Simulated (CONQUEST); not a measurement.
# Energy of HfO2 along an even scaling of the cell

System: HfO2 (6 atoms in the cell).
Method: Kohn-Sham DFT of a periodic cell, PBE, PseudoDojo NC LDA, no spin polarisation (CONQUEST 1.3).

The 7 runs differ only in the geometry, by an even scaling of the cell at fixed fractional positions. The structure derives from an entry of the Crystallography Open Database.

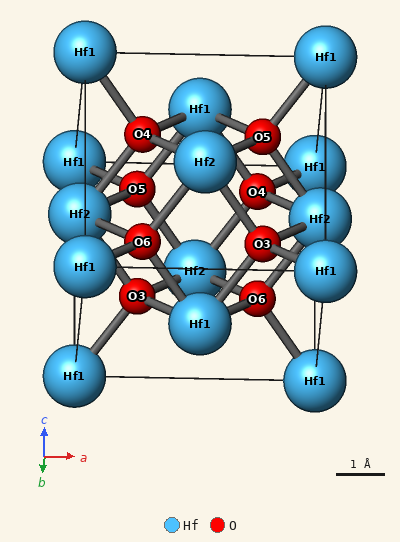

Figure 1. The structure of run 4 (ball-and-stick view of the cell 2 times as large as that of the calculation, set on its symmetry axes, seen at an oblique angle; atoms are numbered from 1 in the order of the input).

## Input of run 4
```
IO.Title HfO2
IO.Coordinates coords.dat
IO.FractionalAtomicCoords T
IO.Iprint 2
IO.Iprint_init 1
General.NumberOfSpecies 2
General.PseudopotentialType hamann
General.FunctionalType 101
General.DifferentFunctional T
AtomMove.TypeOfRun static
AtomMove.FullStress T
Grid.PointsAlongX 60
Grid.PointsAlongY 60
Grid.PointsAlongZ 72
DM.SolutionMethod diagon
Diag.MPMesh T
Diag.GammaCentred T
Diag.MPMeshX 7
Diag.MPMeshY 7
Diag.MPMeshZ 5
Diag.kT 0.00099223
minE.SCTolerance 1e-6
SC.MaxIters 100
IO.AtomChargeOutput T
General.PartitionMethod Hilbert
%block ChemicalSpeciesLabel
1 178.490 Hf
2 16.000 O
%endblock
```

Command:
```bash
Conquest
```

Lattice vectors (Å) and fractional positions of run 4:
```
   3.616851    0.000000    0.000000
   0.000000    3.616851    0.000000
   0.000000    0.000000    5.115000
Hf  0.000000  0.000000  0.000000
Hf  0.500000  0.500000  0.500000
O   0.000000  0.500000  0.250000
O   0.500000  0.000000  0.750000
O   0.000000  0.500000  0.750000
O   0.500000  0.000000  0.250000
```

Run 3 has the same physical settings and fractional positions; its lattice vectors (Å) are:
```
   3.592576    0.000000    0.000000
   0.000000    3.592576    0.000000
   0.000000    0.000000    5.080670
```

## Results, with one run withheld

| run | volume per atom (Å³) | free energy per atom, from the lowest run given (meV) | pressure (GPa) | gap on the mesh (eV) |
| --- | --- | --- | --- | --- |
| 1 | 10.483 | 5.56 | 7.05 | 2.72 |
| 2 | 10.706 | 0.00 | 0.82 | 2.68 |
| 3 | 10.929 | ? | ? | ? |
| 4 | 11.152 | 12.60 | −9.15 | 2.59 |
| 5 | 11.375 | 28.96 | −13.96 | 2.55 |
| 6 | 11.598 | 51.18 | −17.81 | 2.51 |
| 7 | 11.821 | 78.01 | −20.99 | 2.47 |

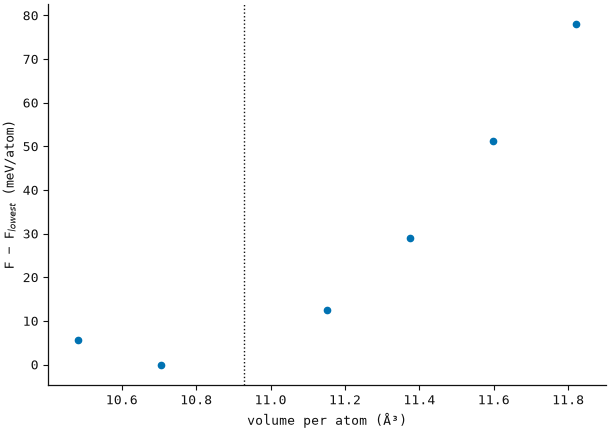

Figure 2. Free energy per atom of the runs given; the dotted line marks run 3.

Estimate the energy of run 3 from the others.

A cubic polynomial in V^(−2/3) (the Birch–Murnaghan form), fitted to the 6 runs given, misses them by at most 0.11 meV per atom. With x = V^(−2/3) − 0.20009 Å⁻², it reads F = 13.897 − 5231.1 x + 4.793e+05 x² + 1.4745e+06 x³ (meV per atom). At run 3 it gives 2.64 meV per atom, and the run itself gives 2.95. The slope of the fit gives a pressure −dF/dV of −4.66 GPa there, and the run prints −4.67 GPa. The fit has its minimum at 10.741 Å³ per atom, where V d²F/dV² gives 281 GPa: the bulk modulus at this level, since symmetry fixes the shape and the positions. The gap on the mesh goes, without turning, from 2.72 eV in run 1 to 2.47 eV in run 7; run 3 has 2.63 eV. These are gaps of this functional on this mesh, which can miss the band edges; they aren't the measured gap.

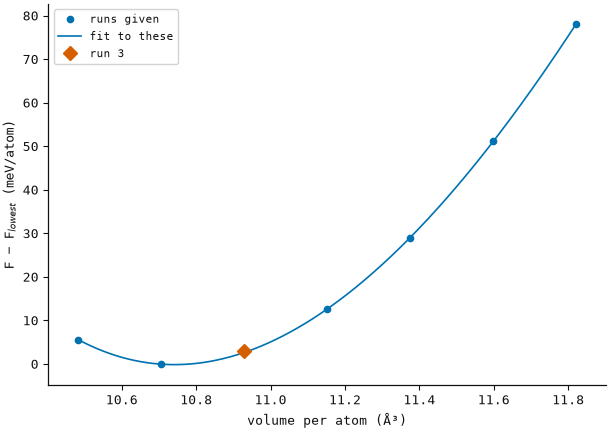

Figure 3. The fit and the withheld run.

## Some lines of the output (run 3)
```
[...]
      Using Fermi-Dirac smearing
          DFT Total Energy                 :      -179.171396025113381 Ha
          DFT Total Energy                 :      -179.685171003865946 Ha
          DFT Total Energy                 :      -179.745825430621949 Ha
          DFT Total Energy                 :      -179.744301630902129 Ha
          DFT Total Energy                 :      -179.748470504030934 Ha
          DFT Total Energy                 :      -179.748471367229882 Ha
          DFT Total Energy                 :      -179.748471403138041 Ha
      |* DFT total energy        =      -179.748471403138041 Ha
    force: Average pressure:     -4.66596482 GPa
```

Notes: Settings chosen away from the usual ones: volume scaled by 1.0. The record of the run, not the program, notes: read_and_write: Functional in input file differs to pseudopotential but proceeding: 101 -1012. Points of doubt noted for this run: potential of other functional; small atomic basis. Spin–orbit coupling is left out, which matters for Hf. With a small basis of atomic orbitals these values can differ much from converged plane-wave results.
